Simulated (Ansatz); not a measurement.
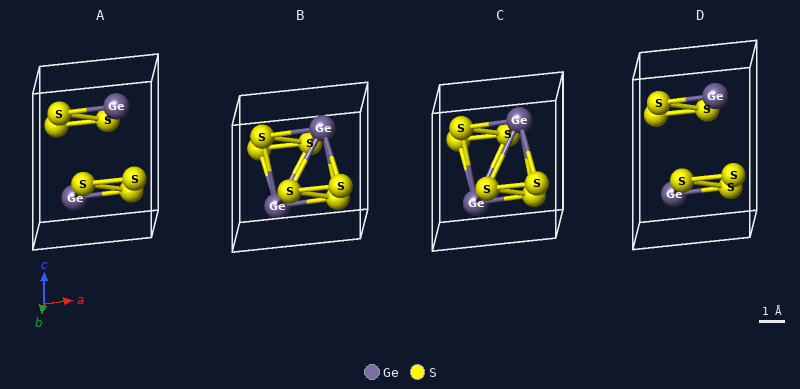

4 geometries from one relaxation of solid GeS$_{3}$ (built on the Ni3Sn (D0_19)_194 type), in shuffled order. Style: ball-and-stick. Shown: the cell of the calculation, from a free direction.

Case: Ni3Sn (D0_19) type (P6_3/mmc, No. 194).

Method: DFT r2SCAN, scalar-relativistic, plane waves, PAW in Ansatz. Settings: plane-wave cutoff 500 eV; k-point mesh 6 × 6 × 8; occupations gaussian; smearing width 0.1 eV; no spin polarisation; cell and atoms relaxed; force threshold 0.01 eV/Å; at most 80 steps.

Order the frames from highest to lowest energy.

B, C, A, D. They are steps 0, 6, 9, 17, at +0.573 eV per cell of the calculation, +0.480 eV per cell of the calculation, +85.6 meV per cell of the calculation relative to the last. The largest moves relative to the cell, 0.12 Å, are those of S atoms. Ge stays in place. Cell: a = b 5.828 → 5.323 Å (−8.7 %), c 5.246 → 7.025 Å (+33.9 %). Volume +11.7 %. Among the contacts that change: Ge–S 2.945 → 3.762 Å, Ge–S 2.934 → 2.668 Å, S–S 2.320 → 2.334 Å. The space group stays P6_3/mmc (No. 194). After 15 accepted moves (17 points after the start) the energy has fallen by 0.573 eV per cell of the calculation. The largest force component goes from 0.09 to 0.00064 eV/Å. The pressure goes from 0.92 to 0.00 GPa. The SCF was repeated twice at an unchanged geometry on a basis and grid sized afresh for the cell, which shifted the energy by 23.2 meV per cell of the calculation at most.
